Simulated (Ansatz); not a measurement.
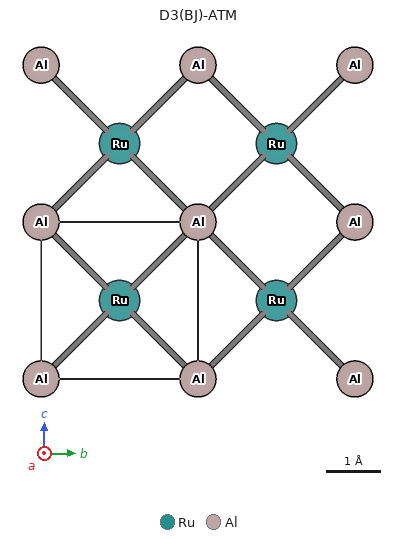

Solid AlRu (set up in Pm-3m), relaxed (cell and atoms) with several dispersion corrections. The picture shows the result with D3(BJ)-ATM. Style: ball-and-stick. Shown: the cell of the calculation, repeated 1 × 2 × 2 with one cell outlined, along the a axis.

Computed with Ansatz 0.2.0: PBEsol, Ansatz PAW. Settings: plane-wave cutoff 420 eV; k-point mesh 9 × 9 × 9; occupations fermi-dirac; smearing width 0.05 eV; no spin polarisation; cell and atoms relaxed; force threshold 0.01 eV/Å.

| dispersion correction | volume (Å³/atom) | a (Å) |
| --- | --- | --- |
| D3(BJ)-ATM | 12.901 | 2.955 |
| D4 | 12.995 | 2.962 |
| none | 13.181 | 2.976 |
| D3(BJ) | ? | ? |

Fill in the missing row.

With D3(BJ) the volume is the smallest of the series, below D3(BJ)-ATM (12.901). The calculation gives 12.823 Å³/atom (a = 2.949 Å). In order of volume: D3(BJ) < D3(BJ)-ATM < D4 < none; the spread is 2.8 %.
